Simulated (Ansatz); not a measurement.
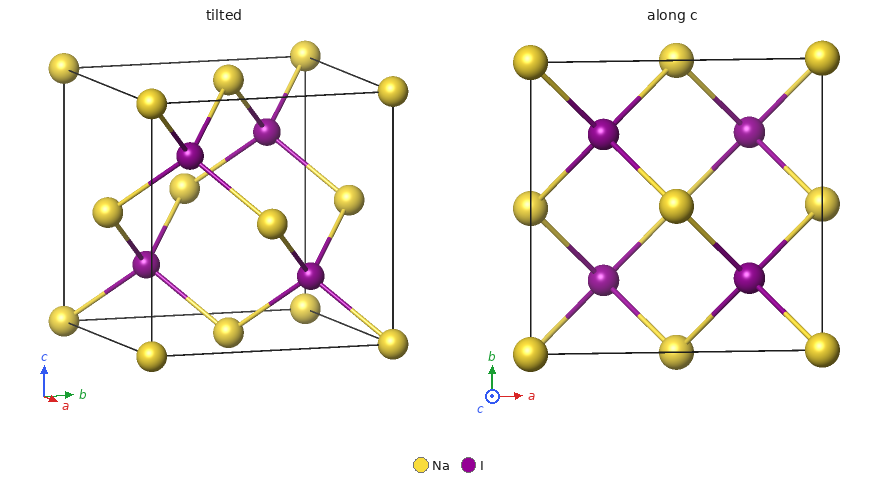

Drawn in the ball-and-stick manner and seen slightly off an axis and along the c axis. The drawn cell (a repeat of the simulation cell) is outlined; an atom on or near a face, edge or corner is repeated at each equivalent position.

NaI, a = 7.087 Å, b = 7.087 Å, c = 7.086 Å, α = 90.00°, β = 90.00°, γ = 89.14°. Strictly the space group is Imm2 (No. 44, within 0.01 Å). It is a distorted form of a face-centred cubic structure, space group F-43m (No. 216) within 0.25 Å: zinc blende (sphalerite type). The initial geometry was a structure type filled with these elements by a generator (whether the compound takes this form wasn't checked). The cell was then strained or its atoms displaced on purpose. It went into a calculation with Ansatz.

This one geometry was computed with Ansatz (DFT, plane waves, PAW) at three levels of theory: PBE, r2SCAN and HSE06. It was relaxed with r2SCAN and then strained.

### How does the band gap change with the level of theory?

PBE: a gap of 3.80 eV, direct; r2SCAN: a gap of 4.40 eV, direct; HSE06: a gap of 4.79 eV, direct.

### Collect the results in a table.

| level | cutoff (eV) | k-mesh of the run's cell | gap (eV) | pressure (GPa) |
| --- | --- | --- | --- | --- |
| PBE | 420 | 6×6×6 | 3.80 | 0.4 |
| r2SCAN | 500 | 6×6×6 | 4.40 | 0.0 |
| HSE06 | 420 | 4×4×4 | 4.79 | 0.2 |

Gaps are taken on the k-mesh or band path of each run.
